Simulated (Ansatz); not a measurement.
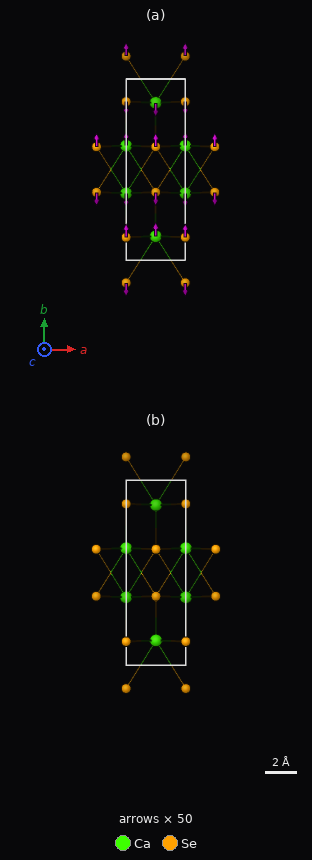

The structure of a crystal of CaSe (built on the TlCl-63 type type) before (top) and after (bottom) a relaxation, at one scale. The purple arrows give the displacements (the part carried along by the change of the cell is left out), 50 times their true length.

A ball-and-stick model of the conventional cell (2 times the calculation's cell), seen along the c axis. Lengths and directions refer to the drawn axes.

Method: Ansatz, DFT, r2SCAN+rVV10, plane waves, PAW. Settings: plane-wave cutoff 500 eV; k-point mesh 6 × 6 × 6; occupations fermi dirac; smearing width 0.03 eV; no spin polarisation; cell and atoms relaxed; force threshold 0.01 eV/Å; at most 120 steps.

### Describe what moved and what it gained.

Over 5 accepted moves (6 points after the start) the energy falls by 8.9 meV per cell of the calculation. Largest force component: 0.047 eV/Å at the start, 0.0014 eV/Å at the end. Pressure: 1.12 GPa at the start and 0.00 GPa at the end. At 1 point the geometry stayed and the basis and grid were re-selected for the new cell (energy shift of 0.3 meV per cell of the calculation at most each time). The largest moves relative to the cell, 0.019 Å, are those of Ca atoms. By element the largest moves are Ca 0.019 Å, Se 0.019 Å. The drawn cell changes as follows: a 3.914 → 3.954 Å (+1.0 %), b 11.985 → 12.219 Å (+2.0 %), c 4.304 → 4.303 Å (0.0 %); the volume changes by +3.0 %. Some distances before and after: Ca–Se 3.649 → 3.743 Å, Ca–Se 2.912 → 2.932 Å. The space group stays Cmcm (No. 63). The run took 78 s on 2 threads of AMD EPYC 7R13 Processor (Zen 3), on a shared host, peak memory 1.1 GiB.
